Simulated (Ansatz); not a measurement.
HgSe

```cif
data_structure
_symmetry_space_group_name_H-M 'P 1'
_symmetry_Int_Tables_number 1
_cell_length_a 6.1197
_cell_length_b 6.1197
_cell_length_c 6.1197
_cell_angle_alpha 90.000
_cell_angle_beta 90.000
_cell_angle_gamma 90.000
_cell_volume 229.18
loop_
_atom_site_label
_atom_site_type_symbol
_atom_site_fract_x
_atom_site_fract_y
_atom_site_fract_z
_atom_site_occupancy
Hg1 Hg 0.50000 0.50000 0.00000 1
Hg2 Hg 0.00000 0.50000 0.50000 1
Hg3 Hg 0.00000 0.00000 0.00000 1
Hg4 Hg 0.50000 0.00000 0.50000 1
Se1 Se 0.75000 0.75000 0.25000 1
Se2 Se 0.25000 0.75000 0.75000 1
Se3 Se 0.25000 0.25000 0.25000 1
Se4 Se 0.75000 0.25000 0.75000 1
```

Space group F-43m; changed on purpose from its base cell (strained and moved within the space group).

The calculation used Ansatz, DFT PBEsol, scalar-relativistic, plane waves, PAW.

The density is the valence pseudo-density of a PAW calculation; it isn't the true density close to the nuclei.

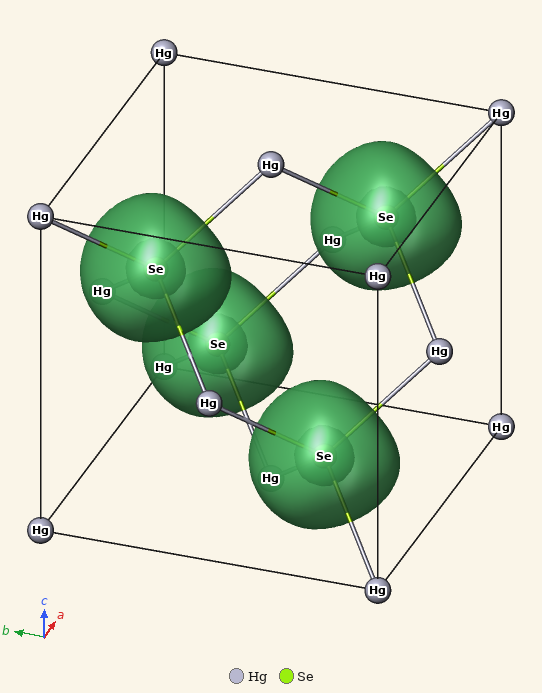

Figure 1. Isosurface of the ELF at 0.6 (green), seen at an oblique angle. Only the valence region is drawn (cores and ρ < 0.01 e/Å³ removed). Sticks mark near contacts.

Question: Where are the electrons localised?

Answer: At this value the surface marks out four regions wrapped around Se (the valence shell of each), counted in one cell of 8 atoms. Regions shared between cells count once.


Hg–Se (2.65 Å): the ELF is about 0.35 at the midpoint and 0.25 at its lowest between the atoms.

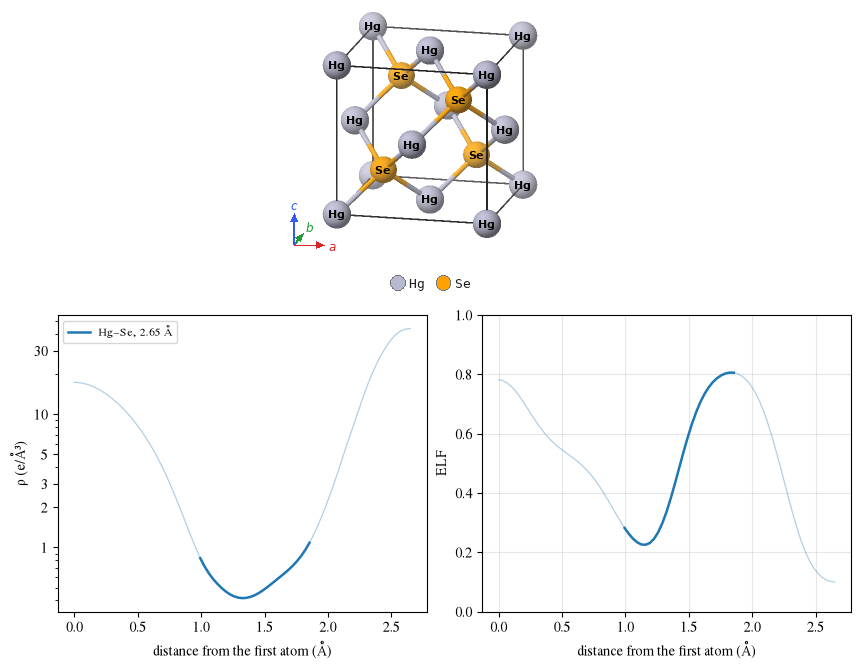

Figure 2. Valence pseudo-density and electron localisation function along straight lines between neighbouring atoms. Thin, pale parts lie inside the atomic spheres. The structure is drawn too.

Question: What can be read from the curves?

Answer: Hg–Se (2.65 Å): ρ is about 0.42 e/Å³ halfway; the ELF is about 0.35 at the midpoint and 0.25 at its lowest between the atoms.

Question: Metal or insulator at this level of theory?

Answer: It is metallic or semimetallic at this level of theory: no gap opens.
